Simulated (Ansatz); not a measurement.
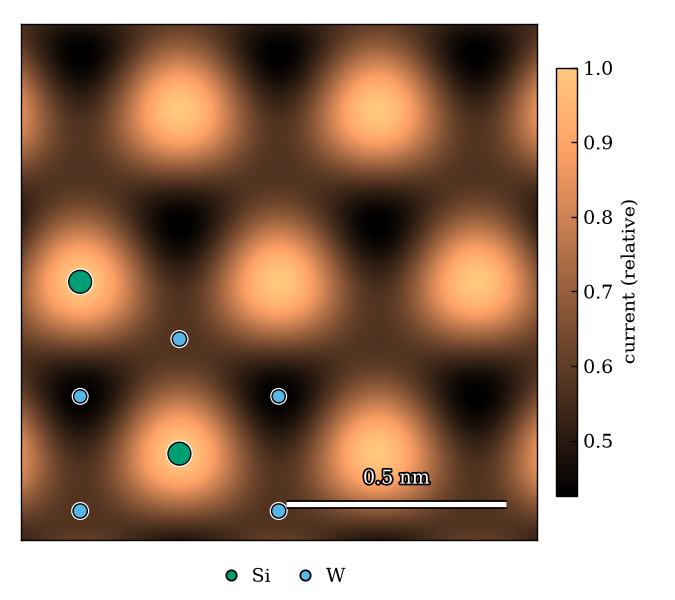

Constant-height image 5.0 Å above the topmost atom of W(111) (Im-3m bulk, 9 atomic planes (those closer than 0.6 Å count as one), 7 Å) with one adsorbed Si per surface cell, sample bias +1.00 V. The atoms seen from above are drawn over one corner (deeper ones smaller).

Images follow the Tersoff–Hamann model: the current is the local density of the sample's states between the Fermi level and the bias, at the tip's centre. Bias windows are sharp sums over the levels of the k mesh.

Level of theory: Ansatz, DFT PBE, scalar-relativistic, plane waves, PAW. Cutoff 420 eV, 15 × 15 k-points, Gaussian smearing 0.1 eV, dipole correction. The slab is a cut without reconstruction beyond its cell, at the source's lattice constants, with its lower half held fixed and the rest relaxed. The adsorbates repeat every 4.5 Å and interact, so states at the Fermi level and the work function belong to this dense array. The adsorbate kept the symmetry of its starting site, so it may sit on a saddle point. No spin polarisation (the relaxation was started with spin and lost its moment; a magnetic state may still lie lower). Spin–orbit coupling is left out; with W it can shift levels and gaps. The run couldn't confirm all of its levels under its output density. The run warns that the functional's potential is rough in the thin density of the vacuum, where the tip is; weak contrasts and barriers may feel it.

Input file:

```yaml
crystal:
  lattice:
    - [4.51784665, 0.0, 0.0]
    - [-2.25892332, 3.91256997, 0.0]
    - [0.0, 0.0, 27.1176125736]
  atoms:
    - { symbol: W, position: [0.6666666663, 0.3333333329, 0.3134494225] }
    - { symbol: W, position: [0.3333333329, 0.6666666666, 0.3474569013] }
    - { symbol: W, position: [0.0, 0.0, 0.3814643707] }
    - { symbol: W, position: [0.6666666663, 0.3333333329, 0.4154718496] }
    - { symbol: W, position: [0.3333333329, 0.6666666666, 0.4486656801] }
    - { symbol: W, position: [0.0, 0.0, 0.4810557742] }
    - { symbol: W, position: [0.6666666663, 0.3333333329, 0.5182917934] }
    - { symbol: W, position: [0.3333333329, 0.6666666666, 0.5506022655] }
    - { symbol: W, position: [0.0, 0.0, 0.5753813022] }
    - { symbol: Si, position: [0.0, 0.0, 0.6660400016] }
basis:
  ecutwfc: 420.0
  fft_grid_basis: typed
kpoints:
  mp_grid: { grid: [15, 15, 1] }
hamiltonian:
  xc: pbe
  pseudopotentials: { kind: paw }
scf:
  occupations: { method: gaussian, width: 0.1 }
output:
  forces: true
  eigenvalues: true
  band_densities:
    - { e_range: [-2.0, -1.0] }
    - { e_range: [-1.0, -0.5] }
    - { e_range: [-0.5, -0.25] }
    - { e_range: [-0.25, 0.0] }
    - { e_range: [0.0, 0.25] }
    - { e_range: [0.25, 0.5] }
    - { e_range: [0.5, 1.0] }
    - { e_range: [1.0, 1.5] }
  band_residual_tolerance: 1.0e-05
  write_potential: true
  elf: true
  write_density: true
  volumetric_format: npy
efield:
  axis: 3
  dipole_correction: true
  ramp_width: 0.04
checkpoint:
  read: start.run
  write: ck
  compress: false
  write_wavefunctions: false
  write_every: 100000
```

Command:

```sh
ansatz run input.yaml --threads 2 --pin off --max-ram 4423MiB --backend cpu --events-out ev --progress --plain --runs-dir out
```

This step took 120 s on 2 threads of Intel(R) Xeon(R) Platinum 8259CL CPU @ 2.50GHz (Skylake/Cascade Lake) (shared host), peak memory 1.4 GiB; the relaxation before it isn't counted.

Assign the bright and dark features to the surface structure.

Answer. The brightest spots lie over the adsorbed Si atom; the darkest points are over the sites above the W atoms 1.5 Å below the top plane. The brightest point carries 2.3 times the current of the darkest.
